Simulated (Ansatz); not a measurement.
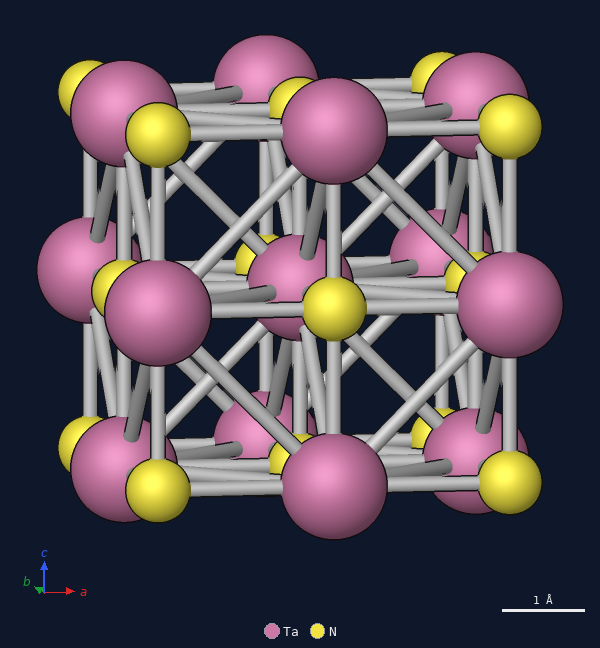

Reference structure: a crystal of TaN (set up in Fm-3m). A ball-and-stick model of the conventional cell (4 times the calculation's cell), seen slightly off an axis. Lengths and directions refer to the drawn axes.

All numbers below come from Ansatz, DFT PBEsol, scalar-relativistic, plane waves, PAW. Settings: plane-wave cutoff 420 eV; k-point mesh 16 × 16 × 16; occupations gaussian; smearing width 0.1 eV; no spin polarisation.

Now this is done to it. All lengths are scaled by −2.0 % (volume −6.0 %), the atoms keeping their fractional coordinates. No relaxation follows.

Input
```yaml
crystal:
  lattice:
    - [0.0, 2.1431822775, 2.1431822775]
    - [2.1431822775, 0.0, 2.1431822775]
    - [2.1431822775, 2.1431822775, 0.0]
  atoms:
    - { symbol: Ta, position: [0.5, 0.5, 0.5] }
    - { symbol: "N", position: [0.0, 0.0, 0.0] }
basis:
  ecutwfc: 420
kpoints:
  mp_grid: { grid: [16, 16, 16] }
hamiltonian:
  xc: pbesol
scf:
  occupations: { method: gaussian, width: 0.1 }
output:
  forces: true
  stress: true
  eigenvalues: true
```

Run as
```bash
ansatz run input.yaml --threads 1 --pin off --max-ram 2560MiB --backend cpu --events-out ev --progress --plain --runs-dir out
```

**What does the calculation give for the changed structure?**

Energy change: +47.0 meV per atom. The pressure goes from 0.0 to 25.3 GPa. All forces vanish by symmetry. Both are metals. Near-neighbour distances before and after: Ta–Ta 3.094 → 3.031 Å, N–Ta 2.188 → 2.143 Å. The space group stays Fm-3m (No. 225).

Drawn alike, the variant:

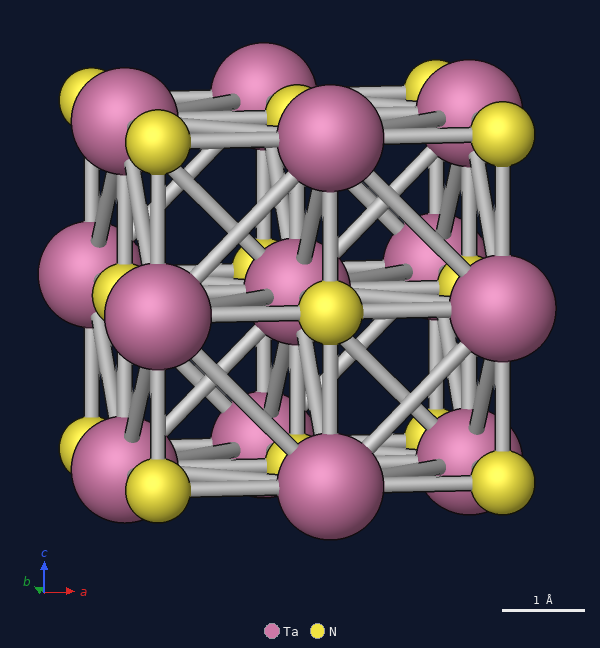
